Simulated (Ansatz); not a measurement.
Run report: MgO, geometry relaxation

The run: geometry relaxation of MgO (2 atoms in the cell). Method and program: DFT PBE, scalar-relativistic, plane waves, PAW, no spin polarisation (Ansatz 0.2.0).

The structure was made by a generator, so it may or may not be a known phase. Figures and captions count atoms from 1; the log counts them from 0 in places.

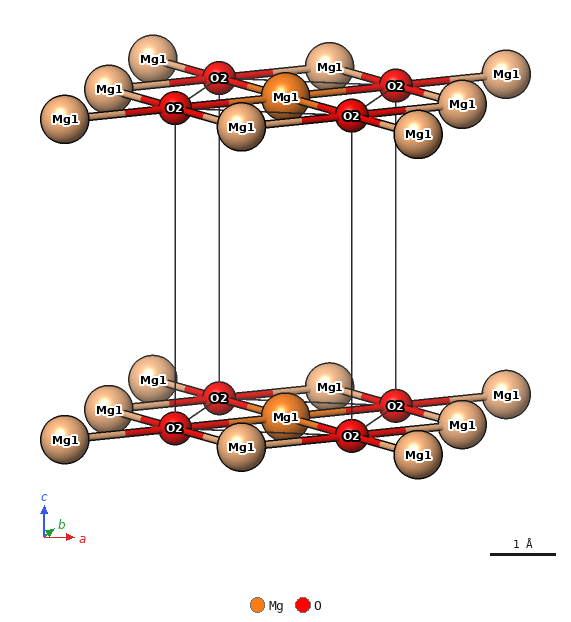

**Figure 1.** The structure as given in the input (ball-and-stick view of the cell of the calculation, seen slightly off an axis; neighbours outside the cell are drawn fainter; atoms are numbered from 1 in the order of the input). Near neighbours in the crystal (not all of them lie inside the picture): Mg has 4 O at 2.00 Å; O has 4 Mg at 2.00 Å.

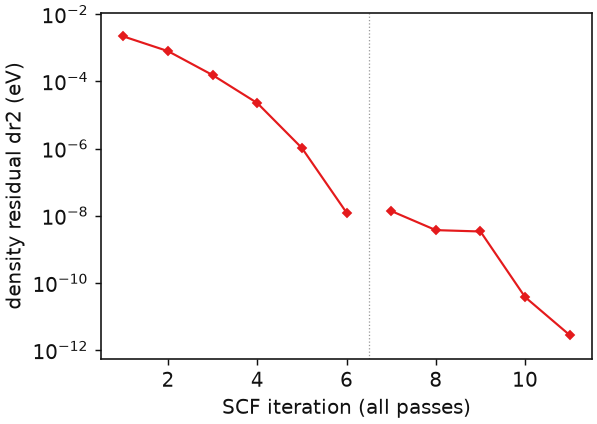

**Figure 2.** Convergence of the self-consistent field: density residual dr2 against the SCF iteration. The dotted lines part the SCF passes of the relaxation: geometry steps, rejected trials and re-solves on a re-selected basis. The passes take 6 and 5 iterations.

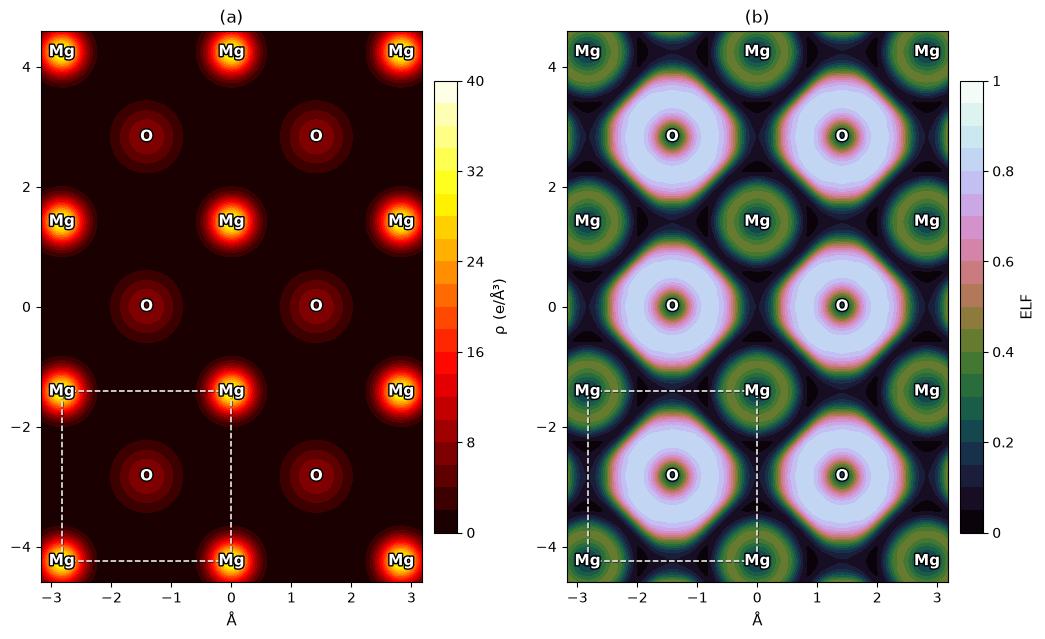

**Figure 3.** (a) valence charge density (pseudo); (b) electron localisation function on the (001) plane of the conventional cell. The plane passes through Mg and O nuclei. Mg–O (2.00 Å): ρ at the midpoint is about 0.43 e/Å³; the ELF is about 0.35 at the midpoint. Away from the nuclei the density in this plane falls to 0.15 e/Å³ at its lowest. The fields are those of the smooth PAW valence density.

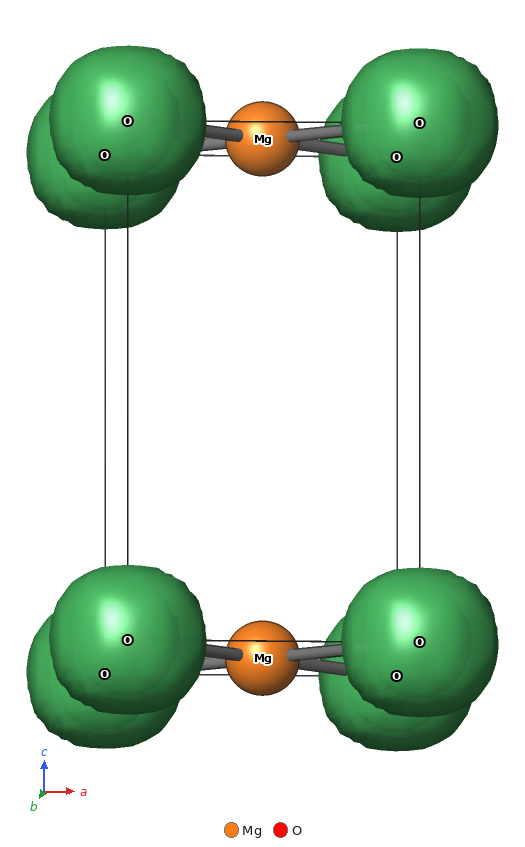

**Figure 4.** Isosurface of the electron localisation function at 0.8 (green), seen at an oblique angle. Core shells and regions of very low density are left out. Sticks mark near contacts. The outline is the cell set on symmetry axes. Along the contacts the grid gives the following. Mg–O (2.00 Å): the ELF is about 0.35 at the midpoint.

These pictures come from the run below.

## Input
```yaml
crystal:
  lattice:
    - [2.8288609874, 0.0, 0.0]
    - [0.0, 2.8288609874, 0.0]
    - [0.0, 0.0, 5.0497063795]
  atoms:
    - { symbol: Mg, position: [0.5, 0.5, 0.0] }
    - { symbol: O, position: [0.0, 0.0, 0.0] }
basis:
  ecutwfc: 420
kpoints:
  mp_grid: { grid: [10, 10, 6] }
hamiltonian:
  xc: pbe
scf:
  occupations: { method: gaussian, width: 0.02 }
output:
  forces: true
  stress: true
  eigenvalues: true
  write_density: true
  write_potential: true
  elf: true
  volumetric_format: npy
relax:
  adjacent_minimum: "off"
  f_tol: 0.01
  max_steps: 80
  cell: { stress_tol: 0.05 }
```

Launched with:
```bash
ansatz run input.yaml --threads 1 --pin off --max-ram 2048MiB --backend cpu --events-out ev --progress --plain --runs-dir out
```

## The program's output
```
Engine: ansatz 0.2.0, aarch64-unknown-linux-gnu
Pseudopotentials: kind: paw
Pseudopotential: Mg, paw, valence charge 10, recommended cutoff 420 eV (normal), Mg.paw.azcp
Pseudopotential: O, paw, valence charge 6, recommended cutoff 420 eV (normal), O.paw.azcp
Functional definition: PBE
  parameter kappa = 0.804
  parameter beta = 0.06672455060314922
  exchange = pbe_x(kappa = kappa, mu = beta*pi^2/3)
  correlation = pbe_c(beta = beta)
Crystal: 2 atoms, lattice volume = 40.410 Å³
Basis set: ecut = 420 eV, 805 PW (Γ), exchange–correlation on 40×40×72 points (8 copies of the dense FFT grid, shifted against one another)
Bands: 12, of which v1, the nominal top of the filled ones, is band 8 counted from 1 (7 counted from 0)
Symmetry: 16 space group operations
Space group: P4/mmm (ITA 123), of the structure as read, at distance tolerance 3.4e-5 Å
k-points: 84 of 600
Non-local potential: Mg, projectors of the file, l = 0: 3, l = 1: 2, l = 2: 1
Non-local potential: O, projectors of the file, l = 0: 2, l = 1: 2, l = 2: 1
PAW form: soft (Blöchl's): semilocal exchange-correlation on the pseudo side does not see the compensation charge
PAW one-centre angular grid: Mg, 110 points (default); XC on 64 Gauss nodes
PAW one-centre angular grid: O, 110 points (default); XC on 64 Gauss nodes
Initial density: superposition of atomic densities (neutral atoms: chi_scale 0, normalization atom), corrected by the library's trained network
Initial wavefunctions: pseudopotential atomic-orbital guess
Functional: x = pbe(κ = 0.804, μ = 0.2195149727645171), c = pbe(β = 0.06672455060314922)
SCF iter   1: F=—  HF=-2493.338022 eV  |F-HF|=—  |Δ(HF+E_count)|=         —  Δρ=2.83e-3  dr2=2.17e-3  ethr=1.77e-3  ⟨swp⟩=6.1  Hψ=6066  notcnv=0
preconditioner: auto → none  [insulator: Δε(μ)=2.210 eV  Ē_g=14.298 eV  σ=0.020 eV  W_gap=1.00  n_scr=6 (ndim 8)  ℏωp=16.5 eV  f_vac=0.412  D(μ)=0.00/eV (n_scr^D=0)  ε∞_Penn≈2.3]
SCF iter   2: F=—  HF=-2493.339619 eV  |F-HF|=—  |Δ(HF+E_count)|=   1.60e-3  Δρ=1.70e-3  dr2=7.91e-4  ethr=1.36e-5  ⟨swp⟩=2.2  Hψ=2339  notcnv=0
SCF iter   3: F=—  HF=-2493.339923 eV  |F-HF|=—  |Δ(HF+E_count)|=   3.03e-4  Δρ=7.34e-4  dr2=1.53e-4  ethr=4.95e-6  ⟨swp⟩=2.0  Hψ=1611  notcnv=0
SCF iter   4: F=—  HF=-2493.340208 eV  |F-HF|=—  |Δ(HF+E_count)|=   2.85e-4  Δρ=2.76e-4  dr2=2.25e-5  ethr=9.55e-7  ⟨swp⟩=2.0  Hψ=1571  notcnv=0
SCF iter   5: F=—  HF=-2493.340197 eV  |F-HF|=—  |Δ(HF+E_count)|=   1.06e-5  Δρ=5.37e-5  dr2=1.03e-6  ethr=1.40e-7  ⟨swp⟩=2.0  Hψ=1544  notcnv=0
SCF iter   6: F=-2493.340200 eV  HF=-2493.340200 eV  |F-HF|=2.47e-8  |Δ(HF+E_count)|=   3.13e-6  Δρ=5.88e-6  dr2=1.23e-8  ethr=6.25e-10  ⟨swp⟩=7.8  Hψ=7224  notcnv=0
SCF 1 converged in 6 iterations: F = -2493.340200 eV  dr2 = 1.23e-8
  greatest PAW one-centre occupation: 1.000 electrons in one spin orbital (limit 2), on the Mg atom at site 0 (counted from 0), in its partial waves of l = 1
relax step   1: F+E_penalty+E_count = -2493.34020040 eV  Δ(F+E_penalty+E_count) = +0.000e0 eV  max|allowed force component| = 2.524e-29 eV/Å  Δτ_max = 0.0000 Å  P = +0.022 GPa  Ω = 40.410 Å³  (6 SCF iters, dr2 threshold 1.00e-7 eV, accepted)
Initial density: handed on by an earlier stage of this run
Initial wavefunctions: pseudopotential atomic-orbital guess (no wavefunctions were taken with the density)
iter 1 solved again at ethr=1.75e-8 eV; its pass at ethr=3.10e-3 eV (dr2=2.80e-6 eV) is discarded
SCF iter   1: F=—  HF=-2493.340259 eV  |F-HF|=—  |Δ(HF+E_count)|=         —  Δρ=6.00e-6  dr2=1.38e-8  ethr=1.75e-8  ⟨swp⟩=4.2  Hψ=9244  notcnv=0
preconditioner: auto → none  [insulator: Δε(μ)=2.271 eV  Ē_g=14.326 eV  σ=0.020 eV  W_gap=1.00  n_scr=6 (ndim 8)  ℏωp=16.5 eV  f_vac=0.409  D(μ)=0.00/eV (n_scr^D=0)  ε∞_Penn≈2.3]
SCF iter   2: F=—  HF=-2493.340200 eV  |F-HF|=—  |Δ(HF+E_count)|=   5.86e-5  Δρ=3.24e-6  dr2=3.72e-9  ethr=8.61e-11  ⟨swp⟩=2.2  Hψ=1694  notcnv=0
SCF iter   3: F=—  HF=-2493.340200 eV  |F-HF|=—  |Δ(HF+E_count)|=   9.09e-9  Δρ=3.24e-6  dr2=3.39e-9  ethr=2.33e-11  ⟨swp⟩=2.0  Hψ=1344  notcnv=0
SCF iter   4: F=—  HF=-2493.340200 eV  |F-HF|=—  |Δ(HF+E_count)|=  6.41e-11  Δρ=3.52e-7  dr2=3.78e-11  ethr=2.12e-11  ⟨swp⟩=2.0  Hψ=1252  notcnv=0
SCF iter   5: F=-2493.340200 eV  HF=-2493.340200 eV  |F-HF|=1.05e-11  |Δ(HF+E_count)|=  2.17e-10  Δρ=8.52e-8  dr2=2.79e-12  ethr=1.00e-12  ⟨swp⟩=6.0  Hψ=3964  notcnv=0
SCF 2 converged in 5 iterations: F = -2493.340200 eV  dr2 = 2.79e-12
relax step   2: F+E_penalty+E_count = -2493.34020040 eV  Δ(F+E_penalty+E_count) = -4.188e-9 eV  max|allowed force component| = 2.544e-29 eV/Å  Δτ_max = 0.0000 Å  P = +0.022 GPa  Ω = 40.410 Å³  stress off target by 4.58e-2 GPa  SCF on the basis re-selected at this cell (its energy is not comparable with the rows above)  (5 SCF iters)
basis re-selected at this cell: Δ(F+E_penalty+E_count) = -4.188e-9 eV, ΔP = -0.000 GPa vs the last step (what re-selecting the basis moved, of the pressure what is left beyond the Pulay correction that the steps carried, after the strain that the cell walked since its last selection, with what the two solves' SCF thresholds leave and, on support functions, any second-order correction that the steps lacked; it is no measure of the basis error at this ecutwfc). This SCF's stress stands 4.58e-2 GPa from its target on what of the cell is left free (relax.cell.stress_tol is 5.00e-2 GPa) and its largest allowed force component is 2.54e-29 eV/Å (relax.f_tol is 1.00e-2 eV/Å): within both
SCF converged after 5 iterations
Free energy (F): -2493.340200 eV
Harris-Foulkes:  -2493.340200 eV  (|F-HF|=1.05e-11)
Internal energy: -2493.340200 eV  (E = F + TS)
E sigma→0 (E₀):  -2493.340200 eV
Fermi energy:    2.320525 eV
--- Per-component energies (eV) ---
  E_band       = -403.387892
  E_kinetic    = 253.386339
  E_local      = -2816.289511  (includes V_loc(G=0)·N_el)
  E_nonlocal   = 142.979149
  E_hartree    = 1106.148178
  E_xc         = -104.114892
  E_vxc        = -133.264218  (∫ρ·V_xc dr)
  E_paw        = -449.976016  (= ΣΔE_a)
  E_vpaw       = -62.498511  (= ΣTr[D̂ρ^β])
  E_aug_tail   = 0.002456  (compensation charges beyond the density's cutoff)
  E_ewald      = -625.475904
  E_smearing   = -0.000000  (= −TS)
  E_closure    = -0.000000  (closes the sum)
  Σ components = -2493.340200   (vs F -2493.340200, Δ=0.00e0)
--- Forces (eV/Å), atoms counted from 1 ---
  atom   1  Mg     0.00000000     0.00000000     0.00000000
  atom   2  O     -0.00000000     0.00000000     0.00000000
  max |Σ_I F_I| component: 5.01e-29 eV/Å
--- Stress (GPa, compression-positive) ---
        0.009880       0.000000       0.000000
        0.000000       0.009880       0.000000
        0.000000       0.000000       0.045760
  P = ⅓ Tr σ = 0.0218 GPa (0.218 kbar)
--- Band table (eV; the first three rows and the last of 84) ---
  k-point 0: bands = ["-71.4793", "-38.3815", "-38.1351", "-38.1351", "-15.1004", "-0.5670", "0.9466", "0.9466", "3.4557", "9.6300", "10.8903", "13.4839"]
  k-point 1: bands = ["-71.4793", "-38.3815", "-38.1351", "-38.1351", "-15.0993", "-0.6674", "0.9473", "0.9473", "3.7952", "8.6182", "11.9720", "13.5046"]
  k-point 2: bands = ["-71.4793", "-38.3815", "-38.1351", "-38.1351", "-15.0972", "-0.8454", "0.9479", "0.9479", "4.6734", "7.2171", "13.5468", "13.6183"]
  k-point 83: bands = ["-71.4678", "-38.3687", "-38.1966", "-38.1966", "-13.9850", "-1.5314", "-1.5314", "1.1387", "10.3481", "11.3277", "11.3277", "11.5264"]
--- Relaxed structure (1 steps of the walk, 1 accepted, 1 SCFs on fresh bases) ---
  F+E_penalty+E_count = -2493.34020040 eV   max|allowed force component| = 2.544e-29 eV/Å   (the final SCF, on the basis selected at the relaxed cell)
  cell:  # Å, volume = 40.4100 Å³
    - [2.8288609874, 0.0, 0.0]
    - [0.0, 2.8288609874, 0.0]
    - [0.0, 0.0, 5.0497063795]
  atoms:
    - { symbol: Mg, position: [0.5, 0.5, 0.0] }
    - { symbol: O, position: [0.0, 0.0, 0.0] }
```

## Trajectory as extended XYZ (Å, eV, eV/Å), 2 frames, from step=1 to step=2
```
2
Lattice="2.8289 0.0000 0.0000 0.0000 2.8289 0.0000 0.0000 0.0000 5.0497" Properties=species:S:1:pos:R:3:forces:R:3 step=1 energy=-2493.34020 pressure_GPa=0.02
Mg    1.4144    1.4144    0.0000    0.0000   0.0000   0.0000
O     0.0000    0.0000    0.0000    0.0000   0.0000   0.0000
2
Lattice="2.8289 0.0000 0.0000 0.0000 2.8289 0.0000 0.0000 0.0000 5.0497" Properties=species:S:1:pos:R:3:forces:R:3 step=2 energy=-2493.34020 pressure_GPa=0.02
Mg    1.4144    1.4144    0.0000    0.0000   0.0000   0.0000
O     0.0000    0.0000    0.0000    0.0000   0.0000   0.0000
```

## Key numbers

| quantity | value |
| --- | --- |
| outcome | converged |
| space group (tolerance 0.01 Å) | P4/mmm (123) |
| electrons treated | 16 |
| free energy | −2493.3402 eV |
| Fermi energy | 2.321 eV |
| gap on the k-point mesh | 2.27 eV |
| pressure | 0.02 GPa |
| final volume | 40.41 Å³ |
| largest force (length of the vector) at the end | under 0.001 eV/Å |
| final cell | a = 2.829 Å, b = 2.829 Å, c = 5.050 Å, α = 90.00°, β = 90.00°, γ = 90.00° |
| hardware | 1 thread of Arm Neoverse V1, 24 GiB of memory available, shared host |
| wall time | 5.1 s |
| peak memory | 0.32 GiB |
